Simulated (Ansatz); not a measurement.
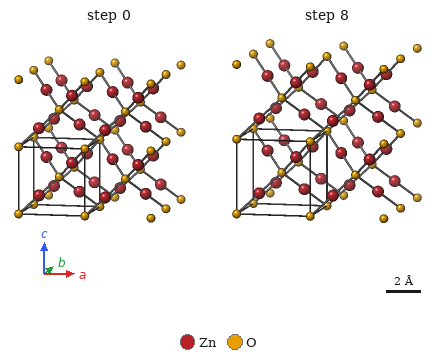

The structure of solid Zn2O (a generated structure, set up in Pn-3m) (coarse preliminary run) before (left) and after (right) a relaxation, at one scale.

The picture is a ball-and-stick view of the cell of the calculation, repeated 2 × 2 × 2 with one cell outlined, seen slightly off an axis.

Case: Cu → Zn on all its sites, cell and atoms relaxed.

The calculation used DFT PBEsol, scalar-relativistic, plane waves, PAW in Ansatz 0.2.0.

Input file:
```yaml
crystal:
  lattice:
    - [4.0547033206, 0.0, 0.0]
    - [0.0, 4.0547033206, 0.0]
    - [0.0, 0.0, 4.0547033206]
  atoms:
    - { symbol: Zn, position: [0.25, 0.25, 0.25] }
    - { symbol: Zn, position: [0.25, 0.75, 0.75] }
    - { symbol: Zn, position: [0.75, 0.75, 0.25] }
    - { symbol: Zn, position: [0.75, 0.25, 0.75] }
    - { symbol: O, position: [0.0, 0.0, 0.0] }
    - { symbol: O, position: [0.5, 0.5, 0.5] }
basis:
  ecutwfc: 420
kpoints:
  mp_grid: { grid: [6, 6, 6] }
hamiltonian:
  xc: pbesol
scf:
  occupations: { method: gaussian, width: 0.1 }
output:
  forces: true
  stress: true
  eigenvalues: true
relax:
  adjacent_minimum: "off"
  f_tol: 0.05
  max_steps: 60
  cell: { stress_tol: 0.5 }
```

Run as
```bash
ansatz run input.yaml --threads 1 --pin off --max-ram 2560MiB --backend cpu --events-out ev --progress --plain --runs-dir out
```

**Summarise the run.**

The atoms keep their places relative to the cell (all moves are under 0.005 Å). Cell: a = b = c 4.055 → 4.511 Å (+11.2 %). Volume +37.7 %. Among the contacts that change: Zn1–O5 1.756 → 1.953 Å. The space group stays Pn-3m (No. 224). Over 6 accepted moves (8 points after the start) the energy falls by 3.205 eV per cell of the calculation. All forces vanish by symmetry, so only the cell relaxes. Pressure: 54.62 GPa at the start and 0.07 GPa at the end. The SCF was repeated twice at an unchanged geometry on a basis and grid sized afresh for the cell, which shifted the energy by 0.226 eV per cell of the calculation at most.
